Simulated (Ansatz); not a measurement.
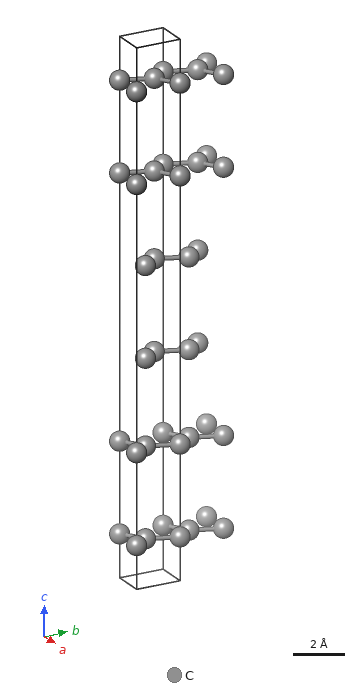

Reference structure: crystalline C (set up in R-3m). A ball-and-stick model of the conventional cell (3 times the calculation's cell), repeated 1 × 2 × 1 with one cell outlined, seen slightly off an axis. Lengths and directions refer to the drawn axes.

All numbers below come from DFT r2SCAN, scalar-relativistic, plane waves, PAW (Ansatz). (plane-wave cutoff 500 eV; k-point mesh 18 × 18 × 18; occupations gaussian; no spin polarisation) Smearing widths differ between the runs.

Now this is done to it. Every carbon atom is replaced by boron, which gives B. Cell and atoms are relaxed again (to zero pressure within 0.1 GPa, forces under 0.01 eV/Å).

> What does the calculation give for the changed structure?

The volume per atom goes from 9.46 to 7.31 Å³. The gap on the k-mesh of 0.19 eV closes: the variant is metallic. The volume changes by −22.7 %, with a = b 2.456 → 2.853 Å (+16.2 %), c 21.736 → 12.441 Å (−42.8 %). The space group stays R-3m (No. 166).

The changed structure in the same view:

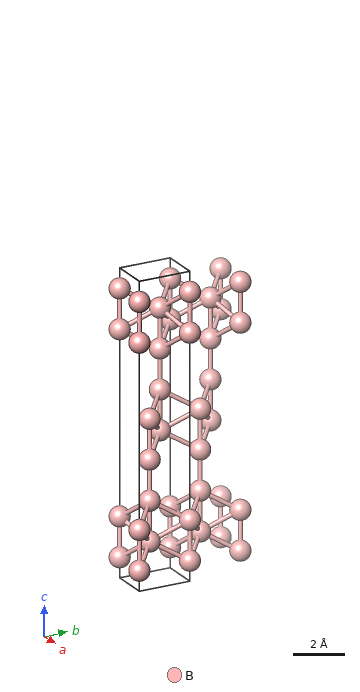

Limits of the set-up: layers or molecules are held without a dispersion correction, so their spacing is unreliable.
